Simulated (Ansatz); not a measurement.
# BAs: geometry relaxation

- system: BAs (F-43m, 2 atoms in the cell)
- method: DFT HSE06, scalar-relativistic, plane waves, PAW, no spin polarisation (Ansatz 0.2.0)

The structure derives from an entry of the Crystallography Open Database. Figures and captions count atoms from 1; the log counts them from 0 in places.

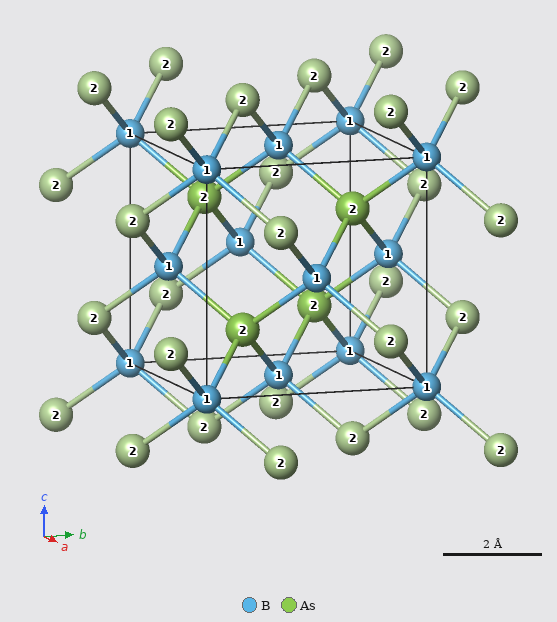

The starting structure (ball-and-stick view of the cell 4 times as large as that of the calculation, set on its symmetry axes, seen slightly off an axis; neighbours outside the cell are drawn fainter; atoms are numbered from 1 in the order of the input).

Input
```yaml
crystal:
  lattice:
    - [0.0, 2.3860743221, 2.3860743221]
    - [2.3860743221, 0.0, 2.3860743221]
    - [2.3860743221, 2.3860743221, 0.0]
  atoms:
    - { symbol: B, position: [0.0, 0.0, 0.0] }
    - { symbol: As, position: [0.25, 0.25, 0.25] }
basis:
  ecutwfc: 420
kpoints:
  mp_grid: { grid: [6, 6, 6] }
hamiltonian:
  xc: hse06
scf:
  occupations: { method: fixed }
output:
  forces: true
  stress: true
  eigenvalues: true
relax:
  adjacent_minimum: "off"
  f_tol: 0.001
  max_steps: 60
  cell: { stress_tol: 0.01 }
```

Hardware: 4 threads of Intel Xeon @ 2.50GHz (Skylake/Cascade Lake), 64 GiB of memory available, shared host.

Run as:
```bash
ansatz run input.yaml --threads 4 --pin off --max-ram 10240MiB --backend cpu --events-out ev --progress --plain --runs-dir out
```

The program's output
```
Engine: ansatz 0.2.0, x86_64-unknown-linux-gnu
Pseudopotentials: kind: paw
Pseudopotential: B, paw, valence charge 3, recommended cutoff 420 eV (normal), B.paw.azcp
Pseudopotential: As, paw, valence charge 15, recommended cutoff 420 eV (normal), As.paw.azcp
Functional definition: HSE06
  parameter a = 0.25
  parameter omega = 0.11/bohr
  exchange = pbe_x - a*pbe_x_sr(omega) + a*exact_x_sr(omega)
  correlation = pbe_c
davidson cushion auto → on  (no smearing: the cushion is to keep the highest requested band from converging to the state above it; pin scf.eigensolver.cushion to override)
Crystal: 2 atoms, lattice volume = 27.170 Å³
Basis set: ecut = 420 eV, 531 PW (Γ), exchange–correlation on 48×48×48 points (8 copies of the dense FFT grid, shifted against one another)
Bands: 13, of which v1, the nominal top of the filled ones, is band 9 counted from 1 (8 counted from 0)
Symmetry: 24 space group operations
Space group: F-43m (ITA 216), of the structure as read, at distance tolerance 3.0e-5 Å
k-points: 16 of 216 (time reversal used)
Non-local potential: B, projectors of the file, l = 0: 2, l = 1: 2, l = 2: 1
Non-local potential: As, projectors of the file, l = 0: 2, l = 1: 2, l = 2: 3, l = 3: 1
PAW form: soft (Blöchl's): semilocal exchange-correlation on the pseudo side does not see the compensation charge
PAW frozen core: B, regenerated for the run's functional, and the local potential with it (the file was generated under x = pbe(κ = 0.804, μ = 0.2195149727645171), c = pbe(β = 0.06672455060314922))
PAW frozen core: As, regenerated for the run's functional, and the local potential with it (the file was generated under x = pbe(κ = 0.804, μ = 0.2195149727645171), c = pbe(β = 0.06672455060314922))
PAW one-centre angular grid: B, 110 points (default); XC on 64 Gauss nodes
PAW one-centre angular grid: As, 590 points (default); XC on 64 Gauss nodes
Initial density: superposition of atomic densities (neutral atoms: chi_scale 0, normalization atom), corrected by the library's trained network
Initial wavefunctions: pseudopotential atomic-orbital guess
Functional: x = pbe(κ = 0.804, μ = 0.2195149727645171), c = pbe(β = 0.06672455060314922), warm-up for x = pbe(κ = 0.804, μ = 0.2195149727645171) + 0.25 (exact − pbe) at short range (hse, ω = 0.20786987370883472 Å⁻¹), c = pbe(β = 0.06672455060314922); HSE06 as pw.x's `hse` composes it (authors' and Libxc's form: `xc: wpbeh`)
SCF iter   1: F=—  HF=-5012.078851 eV  |F-HF|=—  |Δ(HF+E_count)|=         —  Δρ=9.26e-4  dr2=1.11e-4  ethr=1.77e-3  ⟨swp⟩=2.0  Hψ=1374  notcnv=0
preconditioner: auto → none  [insulator: Δε(μ)=1.279 eV  Ē_g=12.442 eV  n_scr=8 (ndim 8)  ℏωp=20.1 eV  f_vac=0.000]
SCF iter   2: F=-5012.078997 eV  HF=-5012.078946 eV  |F-HF|=5.14e-5  |Δ(HF+E_count)|=   9.52e-5  Δρ=4.37e-4  dr2=2.71e-5  ethr=6.15e-7  ⟨swp⟩=3.9  Hψ=654  notcnv=0
SCF 1 stopped early in 2 iterations: F = -5012.078997 eV  dr2 = 2.71e-5
  greatest PAW one-centre occupation: 0.999 electrons in one spin orbital (limit 2), on the As atom at site 1 (counted from 0), in its partial waves of l = 2
Initial density: handed on by an earlier stage of this run
Initial wavefunctions: those handed on with the density
Functional: x = pbe(κ = 0.804, μ = 0.2195149727645171) + 0.25 (exact − pbe) at short range (hse, ω = 0.20786987370883472 Å⁻¹), c = pbe(β = 0.06672455060314922); HSE06 as pw.x's `hse` composes it (authors' and Libxc's form: `xc: wpbeh`)
Exchange kernel: α = 0.2500, screened, ω = 0.2079 Å⁻¹, Wigner–Seitz truncation, v(0) = 1044.3928 eV·Å³, q-mesh 6×6×6, nearest image of the exchange supercell L = 20.25 Å, pair-density grid 15×15×15, without the augmentation charges, whose exchange is taken in its separable form by FFT convolution over the k-point mesh (sized by the pseudopotential files, 20×20×20 at the most), smooth part of the exact exchange by density-matrix convolution
Frozen-core exchange: fock
SCF iter   1: F=—  HF=-5013.479814 eV  |F-HF|=—  |Δ(HF+E_count)|=         —  Δρ=6.47e-3  dr2=6.30e-3  ethr=1.50e-6  ⟨swp⟩=6.2  Hψ=1000  notcnv=0
preconditioner: auto → none  [insulator: Δε(μ)=1.894 eV  Ē_g=14.111 eV  n_scr=8 (ndim 8)  ℏωp=20.1 eV  f_vac=0.001]
SCF iter   2: F=—  HF=-5013.472211 eV  |F-HF|=—  |Δ(HF+E_count)|=   7.60e-3  Δρ=2.98e-3  dr2=1.69e-3  ethr=1.50e-6  ⟨swp⟩=4.0  Hψ=850  notcnv=0
SCF iter   3: F=—  HF=-5013.471897 eV  |F-HF|=—  |Δ(HF+E_count)|=   3.14e-4  Δρ=1.28e-3  dr2=3.64e-4  ethr=1.50e-6  ⟨swp⟩=3.0  Hψ=589  notcnv=0
SCF iter   4: F=—  HF=-5013.475552 eV  |F-HF|=—  |Δ(HF+E_count)|=   3.66e-3  Δρ=9.17e-4  dr2=8.50e-5  ethr=8.37e-7  ⟨swp⟩=4.0  Hψ=749  notcnv=0
iter 5 solved again at ethr=2.50e-8 eV; its pass at ethr=4.64e-7 eV (dr2=4.51e-6 eV) is discarded
SCF iter   5: F=—  HF=-5013.475498 eV  |F-HF|=—  |Δ(HF+E_count)|=   5.37e-5  Δρ=2.17e-4  dr2=6.02e-6  ethr=2.50e-8  ⟨swp⟩=2.0  Hψ=1040  notcnv=0
SCF iter   6: F=-5013.475495 eV  HF=-5013.475495 eV  |F-HF|=1.13e-7  |Δ(HF+E_count)|=   2.91e-6  Δρ=2.96e-5  dr2=1.67e-6  ethr=2.47e-8  ⟨swp⟩=3.0  Hψ=560  notcnv=0
SCF 2 stopped early in 6 iterations: F = -5013.475495 eV  dr2 = 1.67e-6
hybrid outer 1: dexx = +4.255e-3 eV, tail = 5.21e-5 eV
Exchange kernel: α = 0.2500, screened, ω = 0.2079 Å⁻¹, Wigner–Seitz truncation, v(0) = 1044.3928 eV·Å³, q-mesh 6×6×6, nearest image of the exchange supercell L = 20.25 Å, pair-density grid 15×15×15, without the augmentation charges, whose exchange is taken in its separable form by FFT convolution over the k-point mesh (sized by the pseudopotential files, 20×20×20 at the most), smooth part of the exact exchange by density-matrix convolution
Frozen-core exchange: fock
SCF iter   1: F=—  HF=-5013.475741 eV  |F-HF|=—  |Δ(HF+E_count)|=         —  Δρ=9.89e-5  dr2=1.67e-6  ethr=1.45e-6  ⟨swp⟩=2.5  Hψ=489  notcnv=0
preconditioner: auto → none  [insulator: Δε(μ)=1.936 eV  Ē_g=14.116 eV  n_scr=8 (ndim 8)  ℏωp=20.1 eV  f_vac=0.001]
SCF iter   2: F=—  HF=-5013.475741 eV  |F-HF|=—  |Δ(HF+E_count)|=   1.44e-7  Δρ=1.20e-5  dr2=8.53e-8  ethr=7.95e-9  ⟨swp⟩=4.0  Hψ=758  notcnv=0
SCF iter   3: F=—  HF=-5013.475742 eV  |F-HF|=—  |Δ(HF+E_count)|=   7.27e-7  Δρ=1.54e-5  dr2=3.35e-8  ethr=7.21e-11  ⟨swp⟩=4.2  Hψ=822  notcnv=0  defer=1
SCF iter   4: F=—  HF=-5013.475742 eV  |F-HF|=—  |Δ(HF+E_count)|=   5.18e-9  Δρ=4.34e-6  dr2=2.98e-9  ethr=7.21e-11  ⟨swp⟩=3.0  Hψ=575  notcnv=0
SCF iter   5: F=-5013.475742 eV  HF=-5013.475742 eV  |F-HF|=4.35e-10  |Δ(HF+E_count)|=   1.43e-8  Δρ=1.86e-6  dr2=7.49e-10  ethr=8.77e-12  ⟨swp⟩=3.9  Hψ=705  notcnv=0  defer=2
SCF 3 stopped early in 5 iterations: F = -5013.475742 eV  dr2 = 7.49e-10
hybrid outer 2: dexx = +9.179e-7 eV, tail = 2.36e-8 eV, Δε = 2.90e-3 eV (about 1.07e-4 eV left of the loop's levels)
Exchange kernel: α = 0.2500, screened, ω = 0.2079 Å⁻¹, Wigner–Seitz truncation, v(0) = 1044.3928 eV·Å³, q-mesh 6×6×6, nearest image of the exchange supercell L = 20.25 Å, pair-density grid 15×15×15, without the augmentation charges, whose exchange is taken in its separable form by FFT convolution over the k-point mesh (sized by the pseudopotential files, 20×20×20 at the most), smooth part of the exact exchange by density-matrix convolution
Frozen-core exchange: fock
SCF iter   1: F=—  HF=-5013.475742 eV  |F-HF|=—  |Δ(HF+E_count)|=         —  Δρ=1.14e-6  dr2=2.34e-10  ethr=6.54e-10  ⟨swp⟩=3.0  Hψ=499  notcnv=0
SCF iter   2: F=—  HF=-5013.475742 eV  |F-HF|=—  |Δ(HF+E_count)|=  1.00e-11  Δρ=1.80e-7  dr2=8.05e-12  ethr=1.24e-12  ⟨swp⟩=4.0  Hψ=769  notcnv=0
SCF iter   3: F=—  HF=-5013.475742 eV  |F-HF|=—  |Δ(HF+E_count)|=  3.64e-11  Δρ=7.71e-8  dr2=1.89e-12  ethr=1.00e-12  ⟨swp⟩=3.1  Hψ=505  notcnv=0
SCF iter   4: F=-5013.475742 eV  HF=-5013.475742 eV  |F-HF|=0.00e0  |Δ(HF+E_count)|=    0.00e0  Δρ=1.56e-8  dr2=3.76e-14  ethr=1.00e-12  ⟨swp⟩=2.0  Hψ=480  notcnv=0
SCF 4 converged in 4 iterations: F = -5013.475742 eV  dr2 = 3.76e-14
  Residual-converged pass: ⟨swp⟩=3.8  Hψ=581  notcnv=0  max |occ|·‖R‖ = 8.7e-9 eV (tolerance 1.0e-8 eV)  dr2=4.01e-14  dr2_onsite=2.83e-14  max |Δocc| = 0.0e0
hybrid outer 3: dexx = +6.022e-11 eV, tail = 1.87e-12 eV, Δε = 4.21e-5 eV (about 1.02e-6 eV left of the loop's levels)
relax step   1: F+E_penalty+E_count = -5013.47574225 eV  Δ(F+E_penalty+E_count) = +0.000e0 eV  max|allowed force component| = 2.937e-16 eV/Å  Δτ_max = 0.0000 Å  P = -0.001 GPa  Ω = 27.170 Å³  (17 SCF iters, accepted)
Exchange kernel: α = 0.2500, screened, ω = 0.2079 Å⁻¹, Wigner–Seitz truncation, v(0) = 1044.3928 eV·Å³, q-mesh 6×6×6, nearest image of the exchange supercell L = 20.25 Å, pair-density grid 15×15×15, without the augmentation charges, whose exchange is taken in its separable form by FFT convolution over the k-point mesh (sized by the pseudopotential files, 20×20×20 at the most), smooth part of the exact exchange by density-matrix convolution
Frozen-core exchange: fock
iter 1 solved again at ethr=1.00e-12 eV; its pass at ethr=1.00e-1 eV (dr2=7.36e-14 eV) is discarded
SCF iter   1: F=—  HF=-5013.475742 eV  |F-HF|=—  |Δ(HF+E_count)|=         —  Δρ=3.59e-8  dr2=1.67e-13  ethr=1.00e-12  ⟨swp⟩=11.1  Hψ=1390  notcnv=0  reapply=2
preconditioner: auto → none  [insulator: Δε(μ)=2.226 eV  Ē_g=14.534 eV  n_scr=8 (ndim 8)  ℏωp=20.1 eV  f_vac=0.001]
SCF iter   2: F=-5013.475742 eV  HF=-5013.475742 eV  |F-HF|=9.09e-13  |Δ(HF+E_count)|=  9.09e-13  Δρ=1.64e-8  dr2=4.06e-14  ethr=1.00e-12  ⟨swp⟩=2.0  Hψ=480  notcnv=0
SCF 5 converged in 2 iterations: F = -5013.475742 eV  dr2 = 4.06e-14
hybrid outer 1: dexx = +0.000e0 eV, tail = 8.38e-14 eV
Exchange kernel: α = 0.2500, screened, ω = 0.2079 Å⁻¹, Wigner–Seitz truncation, v(0) = 1044.3928 eV·Å³, q-mesh 6×6×6, nearest image of the exchange supercell L = 20.25 Å, pair-density grid 15×15×15, without the augmentation charges, whose exchange is taken in its separable form by FFT convolution over the k-point mesh (sized by the pseudopotential files, 20×20×20 at the most), smooth part of the exact exchange by density-matrix convolution
Frozen-core exchange: fock
SCF iter   1: F=—  HF=-5013.475742 eV  |F-HF|=—  |Δ(HF+E_count)|=         —  Δρ=1.85e-8  dr2=3.76e-14  ethr=1.00e-12  ⟨swp⟩=8.3  Hψ=750  notcnv=0
preconditioner: auto → none  [insulator: Δε(μ)=1.937 eV  Ē_g=14.119 eV  n_scr=8 (ndim 8)  ℏωp=20.1 eV  f_vac=0.001]
SCF iter   2: F=-5013.475742 eV  HF=-5013.475742 eV  |F-HF|=9.09e-13  |Δ(HF+E_count)|=  9.09e-13  Δρ=8.61e-9  dr2=6.91e-15  ethr=1.00e-12  ⟨swp⟩=2.0  Hψ=480  notcnv=0
SCF 6 converged in 2 iterations: F = -5013.475742 eV  dr2 = 6.91e-15
  Residual-converged pass: ⟨swp⟩=2.9  Hψ=450  notcnv=0  max |occ|·‖R‖ = 9.8e-9 eV (tolerance 1.0e-8 eV)  dr2=6.95e-15  dr2_onsite=2.38e-15  max |Δocc| = 0.0e0
hybrid outer 2: dexx = +0.000e0 eV, tail = 1.92e-14 eV, Δε = 3.44e-8 eV (about 3.44e-8 eV left of the loop's levels)
the search or the solves at the SCF's close seem to have found levels that the self-consistency loop had missed (the run counts 1). By its estimate they hold under 1e-12 electrons; where the run keeps them, the occupations were computed again with them
relax step   2: F+E_penalty+E_count = -5013.47574225 eV  Δ(F+E_penalty+E_count) = +0.000e0 eV  max|allowed force component| = 2.388e-16 eV/Å  Δτ_max = 0.0000 Å  P = -0.001 GPa  Ω = 27.170 Å³  stress off target by 8.55e-4 GPa  SCF on the basis re-selected at this cell (its energy is not comparable with the rows above)  (4 SCF iters)
basis re-selected at this cell: Δ(F+E_penalty+E_count) = +0.000e0 eV, ΔP = +0.000 GPa vs the last step (what re-selecting the basis moved, of the pressure what is left beyond the Pulay correction that the steps carried, after the strain that the cell walked since its last selection, with what the two solves' SCF thresholds leave and, on support functions, any second-order correction that the steps lacked; it is no measure of the basis error at this ecutwfc). This SCF's stress stands 8.55e-4 GPa from its target on what of the cell is left free (relax.cell.stress_tol is 1.00e-2 GPa) and its largest allowed force component is 2.39e-16 eV/Å (relax.f_tol is 1.00e-3 eV/Å): within both
hybrid SCF converged: 2 outer / 4 inner (+0 warm-up), last move |dexx| = 0.00e0 eV, tail = 1.92e-14 eV
Stability not checked: this state was not tested for a lower state beside it, because the functional holds exact exchange (a hybrid, or Hartree-Fock), whose exchange loop this test does not read (fock_operator; see scf.lower_state_search)
Free energy (F): -5013.475742 eV
Frozen-core exchange: fock
Harris-Foulkes:  -5013.475742 eV  (|F-HF|=9.09e-13)
Internal energy: -5013.475742 eV  (E = F + TS)
E sigma→0 (E₀):  -5013.475742 eV
Fermi energy:    10.792139 eV
--- Per-component energies (eV) ---
  E_band       = -256.415756
  E_kinetic    = 151.199208
  E_local      = -1690.790046  (includes V_loc(G=0)·N_el)
  E_nonlocal   = -658.750370
  E_hartree    = 939.824780
  E_xc         = -90.377834
  E_vxc        = -94.778472  (∫ρ·V_xc dr)
  E_exx        = -66.712441  (= α·E_x^exact, valence–valence)
  E_paw        = -1869.566830  (= ΣΔE_a)
  E_vpaw       = 290.479240  (= ΣTr[D̂ρ^β])
  E_aug_tail   = 0.000007  (compensation charges beyond the density's cutoff)
  E_ewald      = -1727.529416
  E_core_change = -0.772800  (= ΣΔE_core)
  E_smearing   = -0.000000  (= −TS)
  E_closure    = 0.000000  (closes the sum)
  Σ components = -5013.475742   (vs F -5013.475742, Δ=0.00e0)
--- Forces (eV/Å), atoms counted from 1 ---
  atom   1  B      0.00000000    -0.00000000    -0.00000000
  atom   2  As     0.00000000    -0.00000000    -0.00000000
  max |Σ_I F_I| component: 4.85e-16 eV/Å
--- Stress (GPa, compression-positive) ---
       -0.000855       0.000000      -0.000000
        0.000000      -0.000855       0.000000
       -0.000000       0.000000      -0.000855
  P = ⅓ Tr σ = -0.0009 GPa (-0.009 kbar)
--- Band table (eV; the first three rows and the last of 16) ---
  k-point 0: bands = ["-28.5117", "-28.5117", "-28.5117", "-28.4840", "-28.4840", "-6.1885", "10.7921", "10.7921", "10.7921", "14.9140", "14.9140", "14.9140", "16.7022"]
  k-point 1: bands = ["-28.5109", "-28.5097", "-28.5097", "-28.4839", "-28.4839", "-5.6870", "7.5926", "10.0644", "10.0644", "15.0037", "15.8700", "15.8700", "18.6796"]
  k-point 2: bands = ["-28.5091", "-28.5065", "-28.5065", "-28.4829", "-28.4829", "-4.2780", "3.3685", "9.1383", "9.1383", "14.5515", "16.5757", "16.5757", "20.7351"]
  k-point 15: bands = ["-28.5119", "-28.5006", "-28.4957", "-28.4879", "-28.4801", "-1.3266", "1.6307", "5.1562", "5.3706", "15.3869", "15.6793", "20.7498", "20.9732"]
--- Relaxed structure (1 steps of the walk, 1 accepted, 1 SCFs on fresh bases) ---
  F+E_penalty+E_count = -5013.47574225 eV   max|allowed force component| = 2.388e-16 eV/Å   (the final SCF, on the basis selected at the relaxed cell)
  cell:  # Å, volume = 27.1695 Å³
    - [0.0, 2.3860743221, 2.3860743221]
    - [2.3860743221, 0.0, 2.3860743221]
    - [2.3860743221, 2.3860743221, 0.0]
  atoms:
    - { symbol: B, position: [0.0, 0.0, 0.0] }
    - { symbol: As, position: [0.25, 0.25, 0.25] }
```

Trajectory as extended XYZ (Å, eV, eV/Å), 2 frames, from step=1 to step=2
```
2
Lattice="0.0000 2.3861 2.3861 2.3861 0.0000 2.3861 2.3861 2.3861 0.0000" Properties=species:S:1:pos:R:3:forces:R:3 step=1 energy=-5013.47574 pressure_GPa=-0.00
B     0.0000    0.0000    0.0000    0.0000   0.0000   0.0000
As    1.1930    1.1930    1.1930    0.0000   0.0000   0.0000
2
Lattice="0.0000 2.3861 2.3861 2.3861 0.0000 2.3861 2.3861 2.3861 0.0000" Properties=species:S:1:pos:R:3:forces:R:3 step=2 energy=-5013.47574 pressure_GPa=-0.00
B     0.0000    0.0000    0.0000    0.0000   0.0000   0.0000
As    1.1930    1.1930    1.1930    0.0000   0.0000   0.0000
```

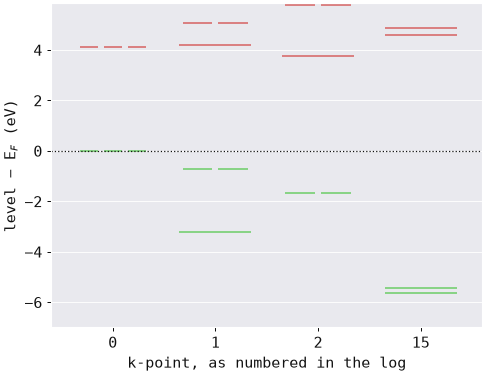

Kohn–Sham levels near the Fermi level (dotted) at the few k-points that the log prints; levels within 0.02 eV of each other stand side by side. Among these points the highest filled and lowest empty levels are 3.76 eV apart; the gap on the full mesh, 1.94 eV, has an edge at a point that isn't printed.

Key numbers

- outcome: converged
- space group (tolerance 0.01 Å): F-43m (216)
- electrons treated: 18
- free energy: −5013.4757 eV
- Fermi energy: 10.792 eV
- gap on the k-point mesh: 1.94 eV
- pressure: 0.00 GPa
- final volume: 27.17 Å³
- largest force (length of the vector) at the end: under 0.001 eV/Å
- final cell: a = 3.374 Å, b = 3.374 Å, c = 3.374 Å, α = 60.00°, β = 60.00°, γ = 60.00°
- wall time: 16 s (CPU time 54 s)
- peak memory: 0.93 GiB
